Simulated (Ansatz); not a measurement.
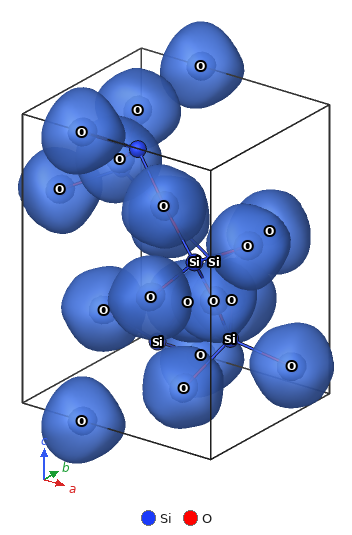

*SiO2. Isosurface of the ELF at 0.65 (blue), seen slightly off an axis. Core shells and regions of very low density are left out. Sticks mark near contacts.*

Space group P6₅22; a structure from a database of computed crystals, not necessarily the ambient phase.

Computed with DFT, r2SCAN, plane-wave PAW, default files, scalar-relativistic, frozen cores (Ansatz).

Core electrons are frozen (PAW), and the valence fields are smoothed inside the atomic spheres.

Input

```
crystal:
  lattice:
    - [7.3005505184, 0.0, 0.0]
    - [-3.6502752592, 6.3224622106, 0.0]
    - [0.0, 0.0, 7.00512373]
  atoms:
    - { symbol: Si, position: [0.53385836, 0.76692918, 0.4166666667] }
    - { symbol: Si, position: [0.46614164, 0.23307082, 0.9166666667] }
    - { symbol: Si, position: [0.23307082, 0.46614164, 0.75] }
    - { symbol: Si, position: [0.76692918, 0.23307082, 0.5833333333] }
    - { symbol: Si, position: [0.76692918, 0.53385836, 0.25] }
    - { symbol: Si, position: [0.23307082, 0.76692918, 0.0833333333] }
    - { symbol: O, position: [0.61232604, 0.38767396, 0.0833333333] }
    - { symbol: O, position: [0.0, 0.68289712, 0.1666666667] }
    - { symbol: O, position: [0.77534792, 0.38767396, 0.4166666667] }
    - { symbol: O, position: [0.68289712, 0.68289712, 0.3333333333] }
    - { symbol: O, position: [0.31710288, 0.31710288, 0.8333333333] }
    - { symbol: O, position: [0.61232604, 0.22465208, 0.75] }
    - { symbol: O, position: [0.22465208, 0.61232604, 0.9166666667] }
    - { symbol: O, position: [0.31710288, 0.0, 0.0] }
    - { symbol: O, position: [0.0, 0.31710288, 0.6666666667] }
    - { symbol: O, position: [0.38767396, 0.77534792, 0.25] }
    - { symbol: O, position: [0.38767396, 0.61232604, 0.5833333333] }
    - { symbol: O, position: [0.68289712, 0.0, 0.5] }
kpoints:
  mp_grid: { grid: [4, 4, 3] }
scf:
  occupations: { method: fermi_dirac, width: 0.02 }
hamiltonian:
  xc: r2scan
  pseudopotentials: { kind: paw, frozen_core: stored }
output:
  forces: true
  stress: true
  populations: true
  efg: { quadrupole_moments_barn: { O: -0.02558 } }
  write_density: true
  write_potential: true
  elf: true
  volumetric_format: npy
```

Launched as:

```sh
ansatz run input.yaml --threads 1 --pin off --max-ram 3072MiB --backend cpu --events-out ev --progress --plain --runs-dir out
```

Below, planes, directions and counts refer to the conventional cell (a = 7.30 Å, b = 7.30 Å, c = 7.01 Å, α = 90.00°, β = 90.00°, γ = 120.00°).

Where are the electrons localised?

Answer. The surface consists of twelve regions on O in which the atom's valence shell and bonds are merged, counted in one cell of 18 atoms. Regions shared between cells count once. Profiles from the grid: Si–O (1.60 Å): the ELF peaks at about 0.85 between the atoms (a polar covalent bond).

Metal or insulator at this level of theory?

Answer. It is gapped, with a Kohn–Sham gap of 6.4 eV on the k-point mesh (the band edges may lie off the mesh, which would make the gap smaller).
